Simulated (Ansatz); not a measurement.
Convergence test: the smearing width is varied and all else is held.
System: Rh (Fm-3m, 1 atom in the cell).
Method: DFT, LDA (PW92), plane waves (420 eV) with PAW, scalar-relativistic (Ansatz 0.2.0); 14×14×14 k-mesh, Gaussian smearing.
ΔE is the free energy less its value at the smallest setting, 0.01 eV.
Dashed lines or grey bands mark the tolerance: 1 meV/atom and 0.1 GPa.
On logarithmic panels, open markers lie below the reference value and filled ones above.
Values: 1 eV, 0.6 eV, 0.3 eV, 0.2 eV, 0.1 eV, 0.03 eV and 0.01 eV.

**How do the results converge (to 1 meV/atom and 0.1 GPa)?**

The free energy is within 1 meV/atom of the smallest setting's value from 0.03 eV down. It is off by 320 meV/atom at 1 eV, 27 meV/atom at 0.3 eV and 3.5 meV/atom at 0.1 eV (always below it). The pressure is within 0.1 GPa of the smallest setting's value from 0.1 eV down. It is off by 6.2 GPa at 1 eV, 0.58 GPa at 0.3 eV and 0.21 GPa at 0.2 eV (always above it). The free energy falls with the width because it holds the −TS term of the fractional occupations.

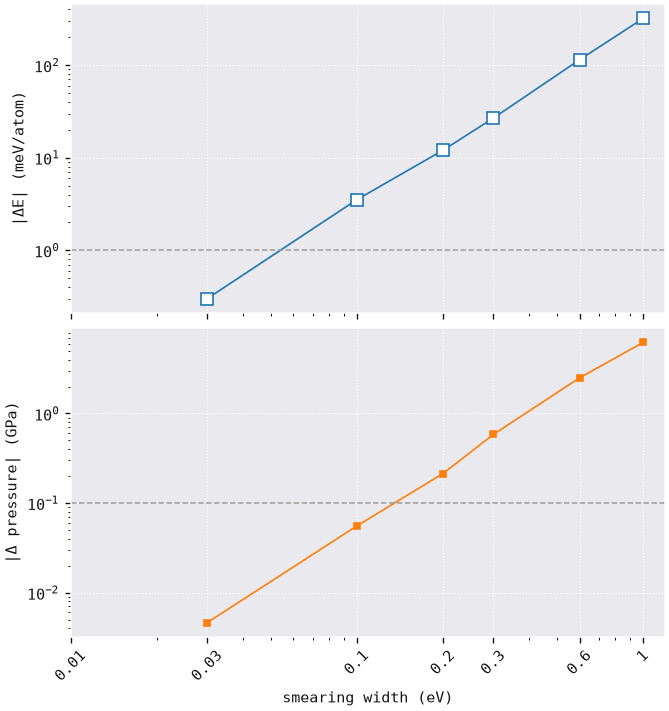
